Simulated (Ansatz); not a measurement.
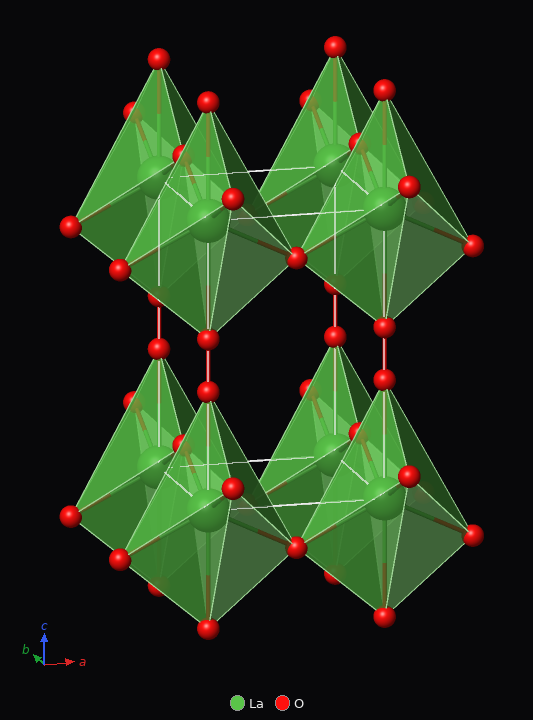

This polyhedral model is shown slightly off an axis. Atoms at the boundary of the conventional unit cell (the box) are drawn once for each face, edge or corner they touch. Some neighbours outside the box are added. Cell: a = 4.08 Å, b = 4.08 Å, c = 6.65 Å, α = 90.00°, β = 90.00°, γ = 90.00°.

The structure was taken from a random cell made by a generator, so it need not be a real form of the compound. Earlier steps of the study may have refined or changed the cell and positions. A calculation with Ansatz used it as input.

**In words:**

The structure is one of LaO4. Symmetry: P-4m2 (No. 115), primitive tetragonal lattice. It has 5 atoms to the cell (1 La, 4 O). Around each La lie six O at about 2.3 to 2.7 Å. O takes two kinds of site: 2e with one La and one O in a nearly linear arrangement (about 2.7 Å to La, 1.2 Å to O); 2g with two La in a bent arrangement at about 2.3 Å. The bonds build a three-dimensional framework.

The calculation used DFT PBE, scalar-relativistic, plane waves, PAW in Ansatz 0.2.0, with plane-wave cutoff 420 eV, a 10×10×6 sampling of the Brillouin zone, Gaussian smearing of 0.1 eV, no spin polarisation.

**What is the band gap, if any?**

A metal: bands cross the Fermi level.

**How are the electrons shared out in a Bader analysis?**

La +2.07 e; O -0.98 to -0.05 e.

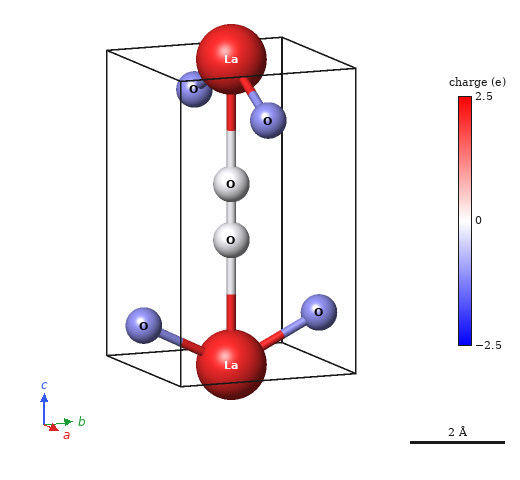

The atoms coloured by those charges. The run's cell of 5 atoms is drawn, so axes and origin can differ from the first picture.

**Are forces and stress small enough to call this relaxed?**

Yes. The largest force is 0.01 eV/Å. The pressure is 0.0 GPa, close to zero.
